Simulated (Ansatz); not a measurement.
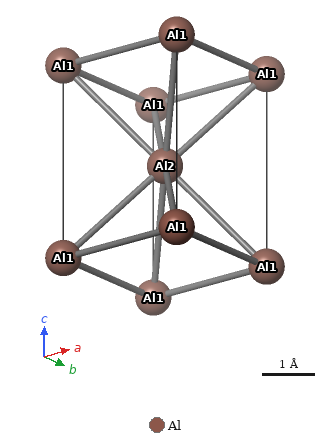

**Figure 1.** The structure as given in the input (ball-and-stick view of the reduced cell, seen at an oblique angle; atoms are numbered from 1 in the order of the input).

## Two runs on Al

System: Al (2 atoms in the cell).
Method of run A: DFT, r2SCAN, plane waves, PAW, no spin polarisation (Ansatz 0.2.0).

The structure derives from a Materials Project entry. Text and figures count atoms from 1; the logs count them from 0 in places.

## The input, run A
```yaml
crystal:
  lattice:
    - [4.0056511012, 0.0, 0.0148573264]
    - [0.0, 4.0056786547, 0.0]
    - [-1.9954498209, 0.0, 1.9925742472]
  atoms:
    - { symbol: Al, position: [0.0, 0.0, 0.0] }
    - { symbol: Al, position: [0.5, 0.5, 0.0] }
basis:
  ecutwfc: 500
  precision: f64
  ecutrho_ratio: 6
kpoints:
  mp_grid: { grid: [9, 9, 17] }
hamiltonian:
  xc: r2scan
scf:
  occupations: { method: gaussian, width: 0.1 }
  mixing: { preconditioner: kerker }
  eigensolver: { kind: davidson }
output:
  forces: true
  eigenvalues: true
  stress: true
```

Command:
```bash
ansatz run input.yaml --threads 8 --pin off --max-ram 20480MiB --backend cpu --events-out ev --progress --plain --runs-dir out
```

Hardware: 8 threads of Intel Xeon @ 2.10GHz (Emerald Rapids), 189 GiB of memory available, shared host.

## Output, shortened to warnings, some set-up lines, iterations and results (run A)
```
Basis set: ecut = 500 eV, 815 PW (Γ), exchange–correlation on 144×144×108 points (64 copies of the dense FFT grid, shifted against one another)
Symmetry: 8 space group operations
k-points: 385 of 1377
Initial density: superposition of atomic densities (neutral atoms: chi_scale 0, normalization atom), corrected by the library's trained network
[...]
SCF iter   1: F=—  HF=-1080.803235 eV  |F-HF|=—  |Δ(HF+E_count)|=         —  Δρ=3.26e-3  dr2=3.77e-3  dr2_τ=9.55e-3  ethr=1.77e-3  ⟨swp⟩=9.0  Hψ=16626  notcnv=7
SCF iter   2: F=—  HF=-1080.819046 eV  |F-HF|=—  |Δ(HF+E_count)|=   1.58e-2  Δρ=2.85e-3  dr2=2.91e-3  dr2_τ=8.37e-6  ethr=6.29e-5  ⟨swp⟩=3.5  Hψ=7177  notcnv=0  defer=37
SCF iter   3: F=—  HF=-1080.818520 eV  |F-HF|=—  |Δ(HF+E_count)|=   5.26e-4  Δρ=3.22e-4  dr2=2.12e-5  dr2_τ=2.94e-6  ethr=3.43e-7  ⟨swp⟩=4.1  Hψ=9979  notcnv=0  defer=11
SCF iter   4: F=—  HF=-1080.818607 eV  |F-HF|=—  |Δ(HF+E_count)|=   8.65e-5  Δρ=2.81e-4  dr2=2.93e-5  dr2_τ=3.33e-7  ethr=3.43e-7  ⟨swp⟩=3.0  Hψ=5116  notcnv=0  defer=6
SCF iter   5: F=—  HF=-1080.818597 eV  |F-HF|=—  |Δ(HF+E_count)|=   9.39e-6  Δρ=2.39e-5  dr2=1.43e-7  dr2_τ=8.26e-10  ethr=3.43e-7  ⟨swp⟩=2.0  Hψ=3903  notcnv=0  defer=6
SCF iter   6: F=-1080.818597 eV  HF=-1080.818597 eV  |F-HF|=2.75e-8  |Δ(HF+E_count)|=   2.32e-7  Δρ=6.80e-6  dr2=7.58e-9  dr2_τ=3.87e-10  ethr=2.38e-9  ⟨swp⟩=4.1  Hψ=6227  …
SCF 1 converged in 6 iterations: F = -1080.818597 eV  dr2 = 7.58e-9
  Residual-converged pass: ⟨swp⟩=3.0  Hψ=4808  notcnv=0  max |occ|·‖R‖ = 6.5e-6 eV (tolerance 6.7e-6 eV)  dr2=7.60e-9  dr2_τ=3.84e-10  dr2_onsite=8.68e-10  max |Δocc| = 1.3e-8
SCF converged after 6 iterations
Free energy (F): -1080.818597 eV
Harris-Foulkes:  -1080.818597 eV  (|F-HF|=2.75e-8)
Internal energy: -1080.815190 eV  (E = F + TS)
E sigma→0 (E₀):  -1080.816893 eV
Entropy (-TS):   -0.003408 eV (-1.704 meV/atom)
Fermi energy:    8.281577 eV
--- Per-component energies (eV) ---
  E_band       = 20.841532
  E_kinetic    = 46.821089
  E_local      = 21.381465  (includes V_loc(G=0)·N_el)
  E_nonlocal   = 19.190996
  E_hartree    = 0.247282
  E_xc         = -73.720631
  E_vxc        = -62.693593  (∫ρ·V_xc dr)
  E_paw        = -946.209625  (= ΣΔE_a)
  E_vpaw       = -6.803939  (= ΣTr[D̂ρ^β])
  E_aug_tail   = -0.000000  (compensation charges beyond the density's cutoff)
  E_vtau       = 2.450820  (kinetic-family band-sum trace: ∫τ·v_τ [+ j·A + Jᵃ·Aᵃ] dr)
  E_ewald      = -148.405549
  E_core_change = -0.120216  (= ΣΔE_core)
  E_smearing   = -0.003408  (= −TS)
  E_closure    = 0.000000  (closes the sum)
  Σ components = -1080.818597   (vs F -1080.818597, Δ=0.00e0)
--- Forces (eV/Å), atoms counted from 1 ---
  atom   1  Al     0.00000000    -0.00000000     0.00000000
  atom   2  Al    -0.00000000     0.00000000     0.00000000
  max |Σ_I F_I| component: 3.94e-31 eV/Å
--- Stress (GPa, compression-positive) ---
       -0.643259       0.000000      -0.004990
        0.000000      -1.280177       0.000000
       -0.004990       0.000000      -0.003502
  P = ⅓ Tr σ = -0.6423 GPa (-6.423 kbar)
```

For run B the input was changed thus:
```diff
-  precision: f64
-  ecutrho_ratio: 6
-  mixing: { preconditioner: kerker }
-  eigensolver: { kind: davidson }
```

Predict how the results change.

The energy doesn't change within 0.01 meV per atom. The number of SCF iterations is the same.

## Output, shortened to warnings, some set-up lines, iterations and results (run B)
```
Basis set: ecut = 500 eV, 815 PW (Γ), exchange–correlation on 120×120×96 points (64 copies of the dense FFT grid, shifted against one another)
Symmetry: 8 space group operations
k-points: 385 of 1377
Initial density: superposition of atomic densities (neutral atoms: chi_scale 0, normalization atom), corrected by the library's trained network
[...]
SCF iter   1: F=—  HF=-1080.803563 eV  |F-HF|=—  |Δ(HF+E_count)|=         —  Δρ=3.27e-3  dr2=3.78e-3  dr2_τ=9.57e-3  ethr=1.77e-3  ⟨swp⟩=5.1  Hψ=21431  notcnv=0
SCF iter   2: F=—  HF=-1080.819083 eV  |F-HF|=—  |Δ(HF+E_count)|=   1.55e-2  Δρ=2.86e-3  dr2=2.91e-3  dr2_τ=8.26e-6  ethr=6.30e-5  ⟨swp⟩=2.0  Hψ=8401  notcnv=0  defer=67
SCF iter   3: F=—  HF=-1080.818545 eV  |F-HF|=—  |Δ(HF+E_count)|=   5.38e-4  Δρ=2.83e-4  dr2=1.20e-5  dr2_τ=2.57e-6  ethr=4.85e-5  ⟨swp⟩=1.0  Hψ=2628  notcnv=0  defer=67
SCF iter   4: F=—  HF=-1080.818597 eV  |F-HF|=—  |Δ(HF+E_count)|=   5.17e-5  Δρ=1.26e-4  dr2=3.84e-6  dr2_τ=1.65e-7  ethr=2.01e-7  ⟨swp⟩=2.0  Hψ=3787  notcnv=0  defer=67
SCF iter   5: F=-1080.818598 eV  HF=-1080.818598 eV  |F-HF|=3.46e-8  |Δ(HF+E_count)|=   8.89e-7  Δρ=1.28e-5  dr2=3.38e-8  dr2_τ=3.73e-10  ethr=6.40e-8  ⟨swp⟩=2.2  Hψ=3758  …
SCF iter   6: F=-1080.818598 eV  HF=-1080.818598 eV  |F-HF|=9.78e-10  |Δ(HF+E_count)|=   3.63e-8  Δρ=3.90e-6  dr2=4.39e-9  dr2_τ=2.20e-11  ethr=5.64e-10  ⟨swp⟩=2.3  Hψ=9231  …
SCF 1 converged in 6 iterations: F = -1080.818598 eV  dr2 = 4.39e-9
SCF converged after 6 iterations
Free energy (F): -1080.818598 eV
Harris-Foulkes:  -1080.818598 eV  (|F-HF|=9.78e-10)
Internal energy: -1080.815190 eV  (E = F + TS)
E sigma→0 (E₀):  -1080.816894 eV
Entropy (-TS):   -0.003408 eV (-1.704 meV/atom)
Fermi energy:    8.281562 eV
--- Per-component energies (eV) ---
  E_band       = 20.841424
  E_kinetic    = 46.821070
  E_local      = 21.381481  (includes V_loc(G=0)·N_el)
  E_nonlocal   = 19.191003
  E_hartree    = 0.247277
  E_xc         = -73.720628
  E_vxc        = -62.693586  (∫ρ·V_xc dr)
  E_paw        = -946.209626  (= ΣΔE_a)
  E_vpaw       = -6.803929  (= ΣTr[D̂ρ^β])
  E_aug_tail   = -0.000002  (compensation charges beyond the density's cutoff)
  E_vtau       = 2.450823  (kinetic-family band-sum trace: ∫τ·v_τ [+ j·A + Jᵃ·Aᵃ] dr)
  E_ewald      = -148.405549
  E_core_change = -0.120216  (= ΣΔE_core)
  E_smearing   = -0.003408  (= −TS)
  E_closure    = 0.000000  (closes the sum)
  Σ components = -1080.818598   (vs F -1080.818598, Δ=0.00e0)
--- Forces (eV/Å), atoms counted from 1 ---
  atom   1  Al    -0.00000000     0.00000000     0.00000000
  atom   2  Al    -0.00000000     0.00000000     0.00000000
  max |Σ_I F_I| component: 1.97e-31 eV/Å
--- Stress (GPa, compression-positive) ---
       -0.643219       0.000000      -0.004994
        0.000000      -1.280134       0.000000
       -0.004994       0.000000      -0.003524
  P = ⅓ Tr σ = -0.6423 GPa (-6.423 kbar)
```

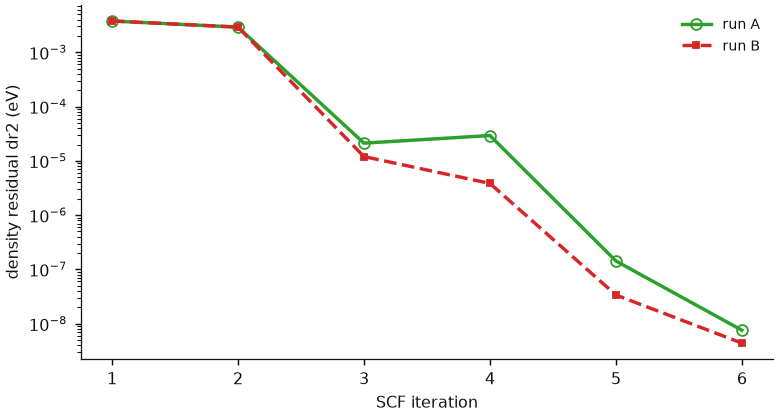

**Figure 2.** Convergence of the two runs: density residual dr2 against the SCF iteration. Run A takes 6 iterations in all, and run B takes 6.

## The two runs side by side

```csv
quantity,run A,run B
outcome,converged,converged
free energy per atom (eV),−540.4093,−540.4093
"energy per atom, smearing taken to zero (eV)",−540.4084,−540.4084
gap on the mesh (eV),0.00,0.00
pressure (GPa),−0.64,−0.64
largest force (eV/Å),0.000,0.000
SCF iterations,6,6
irreducible k-points,385,385
plane waves at Γ,815,815
wall time (shared host),3.4 s,2.6 s
```
